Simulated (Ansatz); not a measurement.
**Ga3O4: density, localisation and related maps**

Ga3O4, 56 atoms, a = 8.61 Å, b = 8.61 Å, c = 8.61 Å, α = 90.00°, β = 90.00°, γ = 90.00°.

Space group Fd-3m; a generated structure, not necessarily the stable one.

All numbers below come from Ansatz 0.2.0, DFT PBE, scalar-relativistic, plane waves, PAW.

In a PAW calculation such maps are meaningful between the atoms, not at the nuclei.

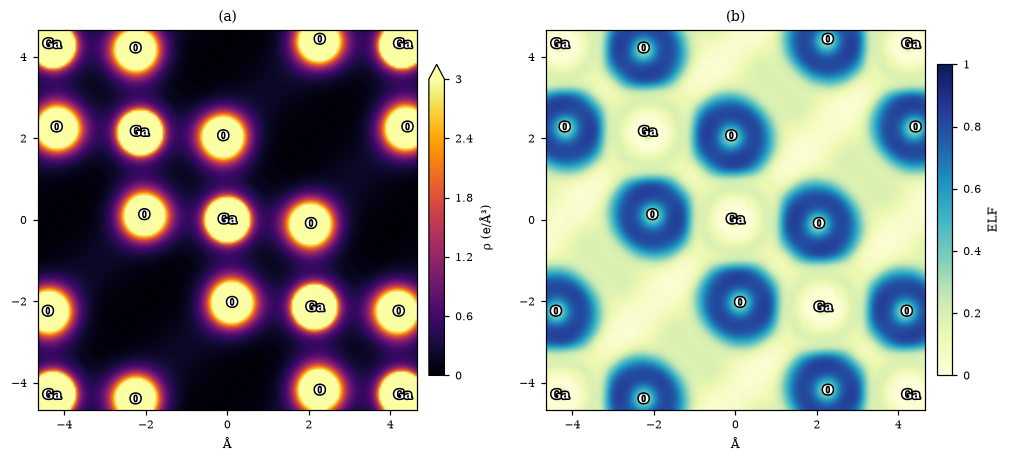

Figure 1. (a) valence pseudo-density; (b) electron localisation function on the (100) plane of the conventional cell.

Describe what can be read from this map.

- The section cuts through Ga and O sites.
- Ga–O (2.05 Å): the density is about 0.53 e/Å³ at the midpoint; the ELF peaks at about 0.85 in the valence shell of O, 0.6 Å from its nucleus, and is about 0.30 at the midpoint; no shared electron pair shows on this line.
- The density dies away to nearly zero in the voids.

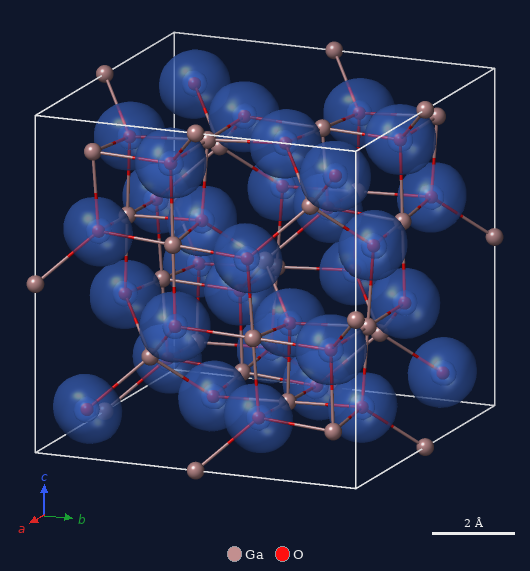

Figure 2. Isosurface of the electron localisation function at 0.65 (blue), seen slightly off an axis. Only the valence region is drawn (cores and ρ < 0.01 e/Å³ removed). Sticks mark near contacts.

Describe the localisation domains.

The surface consists of 32 regions wrapped around O (the valence shell of each), counted in one cell of 56 atoms. Any copies at cell faces, edges or corners count once.

Does the calculation give a band gap?

It is metallic or semimetallic at this level of theory: no gap opens.
